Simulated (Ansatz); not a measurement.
Given this structure:

```cif
data_structure
_symmetry_space_group_name_H-M 'P -4 m 2'
_symmetry_Int_Tables_number 115
_cell_length_a 3.1880
_cell_length_b 3.1880
_cell_length_c 4.5566
_cell_angle_alpha 90.000
_cell_angle_beta 90.000
_cell_angle_gamma 90.000
_cell_volume 46.31
loop_
_atom_site_label
_atom_site_type_symbol
_atom_site_symmetry_multiplicity
_atom_site_Wyckoff_symbol
_atom_site_fract_x
_atom_site_fract_y
_atom_site_fract_z
_atom_site_occupancy
Al1 Al 1 c 0.50000 0.50000 0.50000 1
Ga1 Ga 1 a 0.00000 0.00000 0.00000 1
N1 N 2 g 0.50000 0.00000 0.73826 1
```

What crystal do these data define?

Its composition is AlGaN$_{2}$. Space group P-4m2 (No. 115), lattice primitive tetragonal. One cell contains 1 Al, 1 Ga, 2 N, 4 atoms in all. The coordination shell of Al holds four N in a tetrahedral arrangement at 1.93 Å. About every Ga there are four N in a tetrahedral arrangement at 1.99 Å. N bonds to two Al and two Ga in a tetrahedral arrangement (1.93 Å to Al, 1.99 Å to Ga). The bonds build a three-dimensional framework.

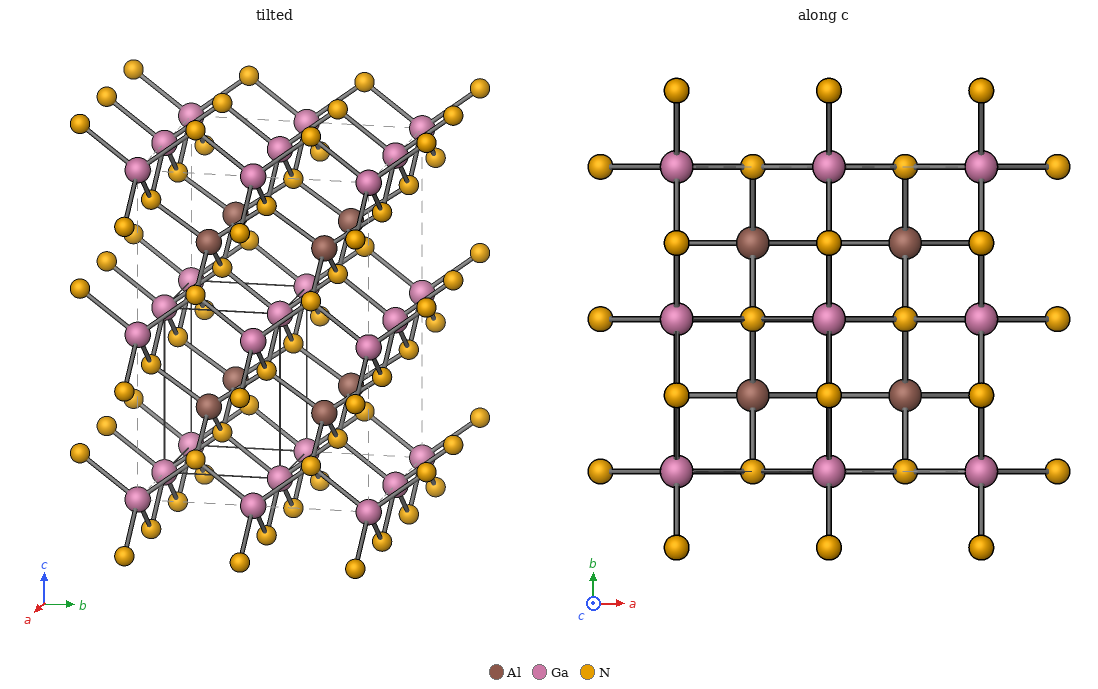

The image is a ball-and-stick drawing of a crystal, viewed slightly off an axis and along the c axis. A block of 2×2×2 cells is shown, with one conventional unit cell in solid outline. Some neighbours outside the box are added. Colours: aluminium brown, gallium pink, nitrogen orange.

The model was built from a structure listed in the Materials Project. The cell was then strained or its atoms displaced on purpose. An electronic-structure calculation with Ansatz was run on it.

At this level of theory the run's own cell isn't at rest (stretched, at -11 GPa), so its distances can differ from those at equilibrium, the more so the softer the solid.
